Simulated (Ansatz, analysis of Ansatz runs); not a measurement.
# Reproducing a measured local vibrational mode: N-H pair in ZnSe

Aim: the local vibrational mode of the N-H pair in ZnSe, to be set beside the measurement. Set-up: LDA, 64-site cell, LDA lattice, 420 eV, k: the single point 1/4 1/4 1/4. The model is a cell of 64 host atoms with N put on another atom's site and H put in between. The frequencies come from force constants among the defect atom and its neighbours, with the masses of the isotopes named. A local or semilocal functional is the cheapest first rung.

Measured beforehand: N-H stretch, 1H: 3194 cm⁻¹ at 9 K, by FTIR absorption and Raman spectroscopy (quoted in “Hydrogen in Compound Semiconductors”, 1993, E.E. Haller, quoting earlier work). N-H wag, 1H: 783 cm⁻¹ at 9 K, by FTIR absorption and Raman spectroscopy (quoted in “Hydrogen in Compound Semiconductors”, 1993, E.E. Haller, quoting earlier work).

Main program and level: Ansatz 0.2.0; plane-wave PAW DFT, LDA; relaxation of all atoms of a defect supercell.

**1. The starting structure**

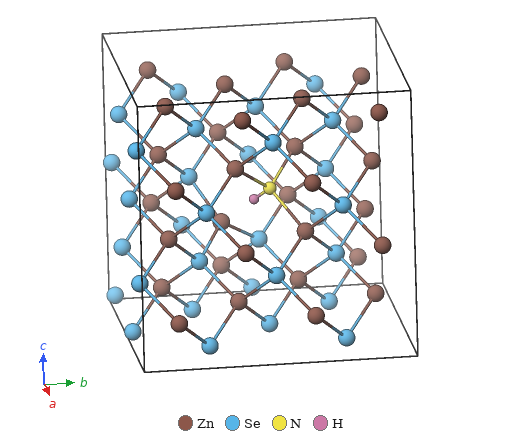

The cell as given, slightly off an axis (zinc brown, selenium blue, nitrogen yellow, hydrogen pink). Bonds to atoms that aren't drawn are left out.

The cell holds 65 atoms: 32 Zn, 31 Se, 1 N and 1 H. Cell: a = 11.135 Å, b = 11.135 Å, c = 11.135 Å, α = 90.0°, β = 90.0°, γ = 90.0°. It derives from ZnSe (space group F-43m). Nearest the centre at fractional (0.355, 0.355, 0.605): H65 at 0.38 Å, N16 at 0.63 Å, Zn12 at 2.48 Å, Zn57 at 2.56 Å, Zn42 at 2.56 Å, Zn27 at 2.56 Å, Se6 at 3.63 Å, Se7 at 3.63 Å.

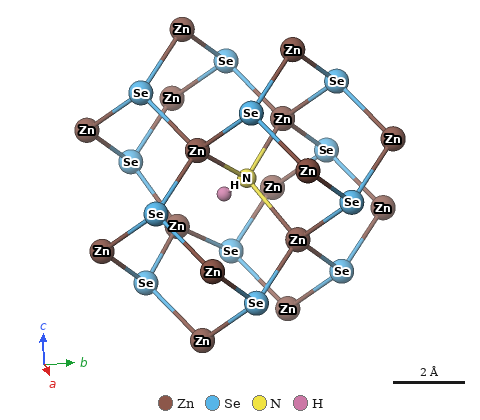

The atoms within 5 Å of the centre.

The host's primitive cell comes from a first run (plane-wave PAW DFT, LDA; relaxation of the host's cell and atoms): vectors of 3.937, 3.937 and 3.937 Å. That is 21.57 Å³ an atom, 5.2 % under the diffraction cell's volume. The supercell is built on it.

**2. Relaxation, charge 0**

Every later number rests on the structure around the defect, so the atoms are relaxed at the host's lattice first.

relax/input.yaml reads:

```yaml
relax:
  f_tol: 0.01
  max_steps: 80
  random_displacement: { amplitude: 0.02, seed: 789 }
crystal:
  lattice:
    - [11.13501269, 0.0, 0.0]
    - [0.0, 0.0, -11.13501269]
    - [0.0, 11.13501269, 0.0]
  atoms:
    - { symbol: Zn, position: [0.0, 0.0, 0.0] }
    - { symbol: Zn, position: [0.0, 0.25, 0.25] }
    - { symbol: Zn, position: [0.25, 0.0, 0.25] }
    - { symbol: Zn, position: [0.25, 0.25, 0.0] }
    - { symbol: Se, position: [0.125, 0.125, 0.125] }
    - { symbol: Se, position: [0.125, 0.375, 0.375] }
    - { symbol: Se, position: [0.375, 0.125, 0.375] }
    - { symbol: Se, position: [0.375, 0.375, 0.125] }
    - { symbol: Zn, position: [0.0, 0.0, 0.5] }
    - { symbol: Zn, position: [0.0, 0.25, 0.75] }
    - { symbol: Zn, position: [0.25, 0.0, 0.75] }
    - { symbol: Zn, position: [0.22666819, 0.22666819, 0.47666819] }
    - { symbol: Se, position: [0.125, 0.125, 0.625] }
    - { symbol: Se, position: [0.125, 0.375, 0.875] }
    - { symbol: Se, position: [0.375, 0.125, 0.875] }
    - { symbol: "N", position: [0.387959123, 0.387959123, 0.637959123] }
    - { symbol: Zn, position: [0.0, 0.5, 0.0] }
    - { symbol: Zn, position: [0.0, 0.75, 0.25] }
    - { symbol: Zn, position: [0.25, 0.5, 0.25] }
    - { symbol: Zn, position: [0.25, 0.75, 0.0] }
    - { symbol: Se, position: [0.125, 0.625, 0.125] }
    - { symbol: Se, position: [0.125, 0.875, 0.375] }
    - { symbol: Se, position: [0.375, 0.625, 0.375] }
    - { symbol: Se, position: [0.375, 0.875, 0.125] }
    - { symbol: Zn, position: [0.0, 0.5, 0.5] }
    - { symbol: Zn, position: [0.0, 0.75, 0.75] }
    - { symbol: Zn, position: [0.25, 0.5, 0.75] }
    - { symbol: Zn, position: [0.25, 0.75, 0.5] }
    - { symbol: Se, position: [0.125, 0.625, 0.625] }
    - { symbol: Se, position: [0.125, 0.875, 0.875] }
    - { symbol: Se, position: [0.375, 0.625, 0.875] }
    - { symbol: Se, position: [0.375, 0.875, 0.625] }
    - { symbol: Zn, position: [0.5, 0.0, 0.0] }
    - { symbol: Zn, position: [0.5, 0.25, 0.25] }
    - { symbol: Zn, position: [0.75, 0.0, 0.25] }
    - { symbol: Zn, position: [0.75, 0.25, 0.0] }
    - { symbol: Se, position: [0.625, 0.125, 0.125] }
    - { symbol: Se, position: [0.625, 0.375, 0.375] }
    - { symbol: Se, position: [0.875, 0.125, 0.375] }
    - { symbol: Se, position: [0.875, 0.375, 0.125] }
    - { symbol: Zn, position: [0.5, 0.0, 0.5] }
    - { symbol: Zn, position: [0.5, 0.25, 0.75] }
    - { symbol: Zn, position: [0.75, 0.0, 0.75] }
    - { symbol: Zn, position: [0.75, 0.25, 0.5] }
    - { symbol: Se, position: [0.625, 0.125, 0.625] }
    - { symbol: Se, position: [0.625, 0.375, 0.875] }
    - { symbol: Se, position: [0.875, 0.125, 0.875] }
    - { symbol: Se, position: [0.875, 0.375, 0.625] }
    - { symbol: Zn, position: [0.5, 0.5, 0.0] }
    - { symbol: Zn, position: [0.5, 0.75, 0.25] }
    - { symbol: Zn, position: [0.75, 0.5, 0.25] }
    - { symbol: Zn, position: [0.75, 0.75, 0.0] }
    - { symbol: Se, position: [0.625, 0.625, 0.125] }
    - { symbol: Se, position: [0.625, 0.875, 0.375] }
    - { symbol: Se, position: [0.875, 0.625, 0.375] }
    - { symbol: Se, position: [0.875, 0.875, 0.125] }
    - { symbol: Zn, position: [0.5, 0.5, 0.5] }
    - { symbol: Zn, position: [0.5, 0.75, 0.75] }
    - { symbol: Zn, position: [0.75, 0.5, 0.75] }
    - { symbol: Zn, position: [0.75, 0.75, 0.5] }
    - { symbol: Se, position: [0.625, 0.625, 0.625] }
    - { symbol: Se, position: [0.625, 0.875, 0.875] }
    - { symbol: Se, position: [0.875, 0.625, 0.875] }
    - { symbol: Se, position: [0.875, 0.875, 0.625] }
    - { symbol: H, position: [0.335271, 0.335271, 0.585271] }
basis:
  ecutwfc: 420
  xc_grid: 2
hamiltonian:
  xc: lda
kpoints:
  mp_grid: { grid: [1, 1, 1], shift: [0.25, 0.25, 0.25] }
scf:
  occupations: { method: fermi_dirac, width: 0.01 }
  max_iter: 120
output:
  forces: true
checkpoint:
  write: "../relax.run"
  compress: false
  write_wavefunctions: true
  write_every: 100000
```

Launch:

```
$ ansatz run input.yaml --threads 4 --pin off --max-ram 7536MiB --backend cpu --events-out ev --progress --plain --runs-dir out
```

Numbers of over 12 decimals in the logs are rounded to 6 here.

The log of the run:

```text
[... repeated set-up lines and file paths are left out, and long positions are rounded to six places ...]
Engine: ansatz 0.2.0, aarch64-unknown-linux-gnu
Pseudopotentials: kind: paw
Pseudopotential: Zn, paw, valence charge 12, recommended cutoff 420 eV (normal), Zn.paw.azcp
Pseudopotential: Se, paw, valence charge 16, recommended cutoff 420 eV (normal), Se.paw.azcp
Pseudopotential: N, paw, valence charge 5, recommended cutoff 420 eV (normal), N.paw.azcp
Pseudopotential: H, paw, valence charge 1, recommended cutoff 420 eV (normal), H.paw.azcp
Functional definition: SPW92
  exchange = slater_x
  correlation = pw_c
Crystal: 65 atoms, lattice volume = 1380.614 Å³
Basis set: ecut = 420 eV, 27081 PW (Γ), exchange–correlation on 150×150×150 points (8 copies of the dense FFT grid, shifted against one another)
Bands: 532, of which v1, the nominal top of the filled ones, is band 443 counted from 1 (442 counted from 0)
Symmetry: 1 space group operations
k-points: 1
Non-local potential: Zn, projectors of the file, l = 0: 2, l = 1: 2, l = 2: 3, l = 3: 1
Non-local potential: Se, projectors of the file, l = 0: 2, l = 1: 2, l = 2: 3, l = 3: 1
Non-local potential: N, projectors of the file, l = 0: 2, l = 1: 2, l = 2: 1
Non-local potential: H, projectors of the file, l = 0: 2, l = 1: 1
PAW form: soft (Blöchl's): semilocal exchange-correlation on the pseudo side does not see the compensation charge
PAW frozen core: Zn, regenerated for the run's functional, and the local potential with it (the file was generated under x = pbe(κ = 0.804, μ = 0.219515), c = pbe(β = 0.066725))
PAW frozen core: Se, regenerated for the run's functional, and the local potential with it (the file was generated under x = pbe(κ = 0.804, μ = 0.219515), c = pbe(β = 0.066725))
PAW frozen core: N, regenerated for the run's functional, and the local potential with it (the file was generated under x = pbe(κ = 0.804, μ = 0.219515), c = pbe(β = 0.066725))
PAW one-centre angular grid: Zn, 590 points (default); XC on 64 Gauss nodes
PAW one-centre angular grid: Se, 590 points (default); XC on 64 Gauss nodes
PAW one-centre angular grid: N, 110 points (default); XC on 64 Gauss nodes
PAW one-centre angular grid: H, 110 points (default); XC on 64 Gauss nodes
Initial density: superposition of atomic densities (neutral atoms: chi_scale 0, normalization atom), corrected by the library's trained network
Initial wavefunctions: pseudopotential atomic-orbital guess
Functional: x = slater, c = lda
SCF iter   1: F=—  HF=-271190.349944 eV  |F-HF|=—  |Δ(HF+E_count)|=         —  Δρ=5.79e-3  dr2=2.82e-1  ethr=1.77e-3  ⟨swp⟩=6.0  Hψ=2072  notcnv=0  defer=10
preconditioner: auto → Resta (q_TF=auto, 2.534 Å⁻¹)  ε∞=5.7  [insulator: Δε(μ)=2.159 eV  Ē_g=11.092 eV  σ=0.010 eV  W_gap=1.00  n_scr=388 (ndim 8)  ℏωp=24.0 eV  f_vac=0.104  D(μ)=0.00/eV (n_scr^D=0)  ε∞_Penn≈5.7]
SCF iter   2: F=—  HF=-271190.273894 eV  |F-HF|=—  |Δ(HF+E_count)|=   7.60e-2  Δρ=2.61e-3  dr2=7.76e-2  ethr=3.19e-5  ⟨swp⟩=2.0  Hψ=869  notcnv=0  defer=83
SCF iter   3: F=—  HF=-271190.261861 eV  |F-HF|=—  |Δ(HF+E_count)|=   1.20e-2  Δρ=1.81e-3  dr2=2.38e-2  ethr=8.76e-6  ⟨swp⟩=3.0  Hψ=734  notcnv=0  defer=83
SCF iter   4: F=—  HF=-271190.253840 eV  |F-HF|=—  |Δ(HF+E_count)|=   8.02e-3  Δρ=3.26e-4  dr2=1.55e-3  ethr=2.68e-6  ⟨swp⟩=2.0  Hψ=733  notcnv=0  defer=83
SCF iter   5: F=—  HF=-271190.252796 eV  |F-HF|=—  |Δ(HF+E_count)|=   1.04e-3  Δρ=1.27e-4  dr2=3.05e-4  ethr=1.75e-7  ⟨swp⟩=2.0  Hψ=730  notcnv=0  defer=83
SCF iter   6: F=—  HF=-271190.252857 eV  |F-HF|=—  |Δ(HF+E_count)|=   6.05e-5  Δρ=1.07e-4  dr2=1.67e-4  ethr=3.45e-8  ⟨swp⟩=2.0  Hψ=736  notcnv=0  defer=83
SCF iter   7: F=—  HF=-271190.252835 eV  |F-HF|=—  |Δ(HF+E_count)|=   2.14e-5  Δρ=1.91e-5  dr2=6.14e-6  ethr=1.88e-8  ⟨swp⟩=3.0  Hψ=737  notcnv=0  defer=83
SCF iter   8: F=-271190.252836 eV  HF=-271190.252837 eV  |F-HF|=7.80e-7  |Δ(HF+E_count)|=   1.71e-6  Δρ=6.00e-6  dr2=4.77e-7  ethr=2.82e-10  ⟨swp⟩=6.0  Hψ=2021  notcnv=0
SCF 1 converged in 8 iterations: F = -271190.252836 eV  dr2 = 4.77e-7
  greatest PAW one-centre occupation: 1.000 electrons in one spin orbital (limit 2), on the Se atom at site 6 (counted from 0), in its partial waves of l = 2
relax step   1: F+E_penalty+E_count = -271190.25283636 eV  Δ(F+E_penalty+E_count) = +0.000e0 eV  max|allowed force component| = 1.608e0 eV/Å  Δτ_max = 0.0000 Å  (8 SCF iters, dr2 threshold 2.50e-6 eV, accepted)
[... the SCF cycles and remarks between the steps are left out from here to the last step ...]
relax step   2: F+E_penalty+E_count = -271191.50552664 eV  Δ(F+E_penalty+E_count) = -1.253e0 eV  max|allowed force component| = 1.036e0 eV/Å  Δτ_max = 0.1996 Å  (7 SCF iters, dr2 threshold 1.00e-4 eV, accepted)
relax step   3: F+E_penalty+E_count = -271191.92500188 eV  Δ(F+E_penalty+E_count) = -4.195e-1 eV  max|allowed force component| = 3.840e-1 eV/Å  Δτ_max = 0.1949 Å  (7 SCF iters, dr2 threshold 6.70e-5 eV, accepted)
relax step   4: F+E_penalty+E_count = -271191.96413012 eV  Δ(F+E_penalty+E_count) = -3.913e-2 eV  max|allowed force component| = 5.249e-1 eV/Å  Δτ_max = 0.1833 Å  (6 SCF iters, dr2 threshold 2.03e-5 eV, accepted)
relax step   5: F+E_penalty+E_count = -271191.97872243 eV  Δ(F+E_penalty+E_count) = -1.459e-2 eV  max|allowed force component| = 3.049e-1 eV/Å  Δτ_max = 0.0471 Å  (6 SCF iters, dr2 threshold 3.79e-5 eV, accepted)
relax step   6: F+E_penalty+E_count = -271191.98418923 eV  Δ(F+E_penalty+E_count) = -5.467e-3 eV  max|allowed force component| = 3.491e-2 eV/Å  Δτ_max = 0.0309 Å  (4 SCF iters, dr2 threshold 3.14e-5 eV, accepted)
relax step   7: F+E_penalty+E_count = -271191.98420241 eV  Δ(F+E_penalty+E_count) = -1.318e-5 eV  max|allowed force component| = 3.527e-2 eV/Å  Δτ_max = 0.0000 Å  (5 SCF iters, accepted)
SCF iter   1: F=—  HF=-271191.985803 eV  |F-HF|=—  |Δ(HF+E_count)|=         —  Δρ=2.17e-4  dr2=3.24e-4  ethr=4.44e-7  ⟨swp⟩=6.0  Hψ=1324  notcnv=0  defer=83
SCF iter   2: F=—  HF=-271191.985685 eV  |F-HF|=—  |Δ(HF+E_count)|=   1.18e-4  Δρ=1.07e-4  dr2=7.50e-5  ethr=3.66e-8  ⟨swp⟩=2.0  Hψ=866  notcnv=0  defer=83
SCF iter   3: F=—  HF=-271191.984601 eV  |F-HF|=—  |Δ(HF+E_count)|=   1.08e-3  Δρ=1.65e-5  dr2=2.98e-6  ethr=8.47e-9  ⟨swp⟩=2.0  Hψ=848  notcnv=0  defer=83
SCF iter   4: F=—  HF=-271191.984601 eV  |F-HF|=—  |Δ(HF+E_count)|=   1.42e-7  Δρ=1.26e-5  dr2=1.52e-6  ethr=3.36e-10  ⟨swp⟩=3.0  Hψ=880  notcnv=0  defer=83
SCF iter   5: F=—  HF=-271191.984600 eV  |F-HF|=—  |Δ(HF+E_count)|=   6.95e-7  Δρ=2.26e-6  dr2=1.12e-7  ethr=1.72e-10  ⟨swp⟩=2.0  Hψ=735  notcnv=0  defer=83
SCF iter   6: F=-271191.984600 eV  HF=-271191.984600 eV  |F-HF|=1.40e-8  |Δ(HF+E_count)|=   1.72e-8  Δρ=1.16e-6  dr2=2.89e-8  ethr=1.13e-11  ⟨swp⟩=4.0  Hψ=1807  notcnv=0
SCF 8 converged in 6 iterations: F = -271191.984600 eV  dr2 = 2.89e-8
relax step   8: F+E_penalty+E_count = -271191.98460000 eV  Δ(F+E_penalty+E_count) = -3.976e-4 eV  max|allowed force component| = 5.736e-3 eV/Å  Δτ_max = 0.0043 Å  (6 SCF iters, accepted)
NSCF: frozen V_eff on 1 k-points
the band table was solved once a step of the walk had ended and its energy, with any forces and stress, was formed, with the checks that follow a solve (1576 applications of the Hamiltonian). They found nothing against the state; [...]
SCF converged after 6 iterations
Free energy (F): -271191.984600 eV
Harris-Foulkes:  -271191.984600 eV  (|F-HF|=1.40e-8)
Internal energy: -271191.984600 eV  (E = F + TS)
E sigma→0 (E₀):  -271191.984600 eV
Fermi energy:    8.044026 eV
--- Per-component energies (eV) ---
  E_band       = -11799.488611
  E_kinetic    = 8084.174128
  E_local      = -136810.881655  (includes V_loc(G=0)·N_el)
  E_nonlocal   = 1515.330849
  E_hartree    = 63205.106031
  E_xc         = -7632.260239
  E_vxc        = -4874.300925  (∫ρ·V_xc dr)
  E_paw        = -112947.119727  (= ΣΔE_a)
  E_vpaw       = -6123.984807  (= ΣTr[D̂ρ^β])
  E_aug_tail   = -0.031097  (compensation charges beyond the density's cutoff)
  E_ewald      = -86724.949686
  E_core_change = 118.646797  (= ΣΔE_core)
  E_smearing   = -0.000000  (= −TS)
  E_closure    = 0.000000  (closes the sum)
  Σ components = -271191.984600   (vs F -271191.984600, Δ=0.00e0)
--- Forces (eV/Å), atoms counted from 1 ---
  atom   1  Zn     0.00073631     0.00001094    -0.00078079
  atom   2  Zn     0.00107580     0.00109297     0.00057463
  [... 3 atoms left out ...]
  atom   6  Se     0.00049313     0.00054711    -0.00079280
  atom   7  Se     0.00126562     0.00031334    -0.00055491
  [... 4 atoms left out ...]
  atom  12  Zn    -0.00002065    -0.00011608    -0.00013510
  atom  13  Se     0.00064716     0.00144221    -0.00041044
  [... 2 atoms left out ...]
  atom  16  N     -0.00393586    -0.00332138     0.00573573
  [... 6 atoms left out ...]
  atom  23  Se     0.00036445     0.00051407    -0.00069704
  [... 3 atoms left out ...]
  atom  27  Zn    -0.00059627    -0.00053786     0.00036205
  [... 14 atoms left out ...]
  atom  42  Zn    -0.00109648    -0.00105168    -0.00049410
  [... 14 atoms left out ...]
  atom  57  Zn    -0.00020065    -0.00137757    -0.00002965
  [... 7 atoms left out ...]
  atom  65  H      0.00523382     0.00542483    -0.00571286
  max |Σ_I F_I| component: 9.56e-6 eV/Å
--- Band table (eV) ---
  k-point 0: bands = ["-40.3087", "-40.3085", "-40.3085", "-40.3017", [... 524 left out ...] "14.1540", "14.2379", "14.2380", "14.2601"]
--- Relaxed structure (8 steps of the walk, 8 accepted, 0 SCFs on fresh bases) ---
  F+E_penalty+E_count = -271191.98460000 eV   max|allowed force component| = 5.736e-3 eV/Å
  atoms:
    - { symbol: Zn, position: [1.1434144288272236e-5, 8.487173909528448e-6, -0.000700] }
    - { symbol: Zn, position: [-0.003847, 0.250016, 0.246253] }
    [... 3 atoms left out ...]
    - { symbol: Se, position: [0.121644, 0.378015, 0.371737] }
    - { symbol: Se, position: [0.378008, 0.121645, 0.371745] }
    [... 4 atoms left out ...]
    - { symbol: Zn, position: [0.217512, 0.217520, 0.467616] }
    - { symbol: Se, position: [0.121640, 0.121645, 0.628109] }
    [... 2 atoms left out ...]
    - { symbol: N, position: [0.390576, 0.390567, 0.640674] }
    [... 6 atoms left out ...]
    - { symbol: Se, position: [0.378255, 0.618711, 0.382517] }
    [... 3 atoms left out ...]
    - { symbol: Zn, position: [0.277628, 0.485453, 0.735560] }
    [... 14 atoms left out ...]
    - { symbol: Zn, position: [0.485474, 0.277616, 0.735569] }
    [... 14 atoms left out ...]
    - { symbol: Zn, position: [0.485468, 0.485456, 0.527743] }
    [... 7 atoms left out ...]
    - { symbol: H, position: [0.336734, 0.336694, 0.586816] }
```

Wall time 5 min (4 threads of Arm Neoverse V2, shared host); peak memory 4 GiB.

Relaxation path:

```tsv
step	energy less that of the first step (eV)	largest force component (eV/Å)
1	0.0000	1.6082
2	-1.2527	1.0355
3	-1.6722	0.3840
4	-1.7113	0.5249
5	-1.7259	0.3049
6	-1.7314	0.0349
7	-1.7314	0.0353
8	-1.7318	0.0057
```

The atoms that moved most (Å, from the sites as typed, ahead of the random displacement):

```tsv
atom	dx	dy	dz	length
Zn57	-0.162	0.308	0.162	0.384
Zn27	0.308	-0.162	0.162	0.384
Zn42	-0.162	-0.162	-0.307	0.383
Zn12	-0.102	-0.102	0.102	0.177
Se23	0.036	0.083	0.070	0.114
Se29	0.083	0.036	0.070	0.114
Se38	-0.070	0.082	-0.036	0.114
Se45	-0.070	0.036	-0.083	0.114
```

The atoms nearest to the centre after the run:

```tsv
atom	distance (Å)
H65	0.355
N16	0.684
Zn57	2.226
Zn27	2.227
Zn42	2.227
Zn12	2.654
Se7	3.685
Se6	3.685
Se13	3.686
```

Neighbours of the added atoms: H65: N16 1.04, Zn12 2.30, Zn57 2.43 Å.

Read from the output:

```yaml
free_energy: -271191.9846 eV
```

The relaxation ends 27 meV an atom lower than the displaced start, with a largest force component of 0.0057 eV/Å.

[end of part 1 of 2]

[Logs are printed without paths, hosts, clocks, repeated set-up lines and the standing remarks that a program may print on its own settings, such as how far it seeks lower states.]

[Hosts, paths, dates, database ids (printed as entryN), source tags and the programs' standing remarks are cut or masked in the printed files.]

[For some hosts the program warned that the k-mesh of the response run may be too coarse for force constants and the static dielectric constant; such warnings are not shown here.]
